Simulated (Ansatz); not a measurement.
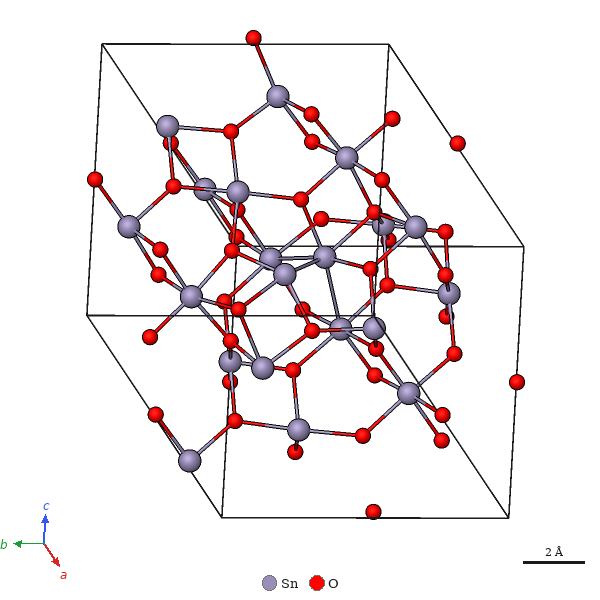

A ball-and-stick rendering, viewed from a general direction. The parallelepiped is the supercell. The host is SnO2, in a cell of 48 sites, and the cell is neutral.

### What kind of defect was put in?

Tin on an oxygen site (an antisite). It is bonded to three Sn and three O (about 2.6 to 2.8 Å to Sn, 2.2 Å to O).

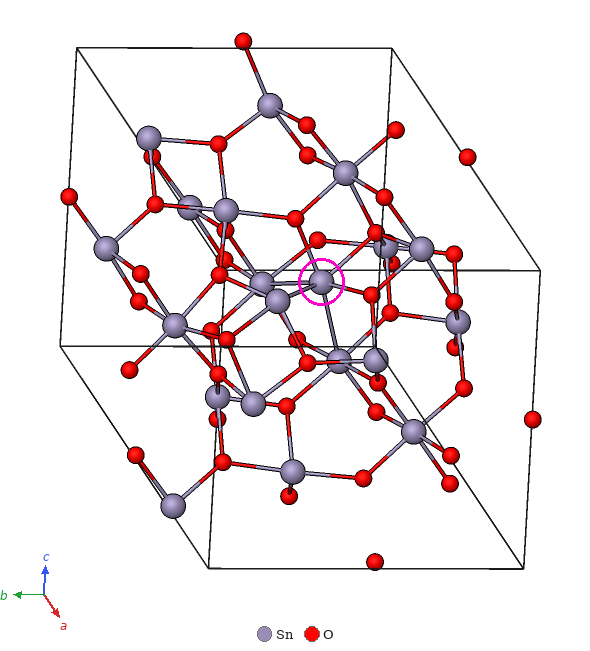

The same cell with a ring at the defect's site.

The atoms were relaxed in the host's cell with DFT PBE, scalar-relativistic, plane waves, PAW (Ansatz 0.2.0).
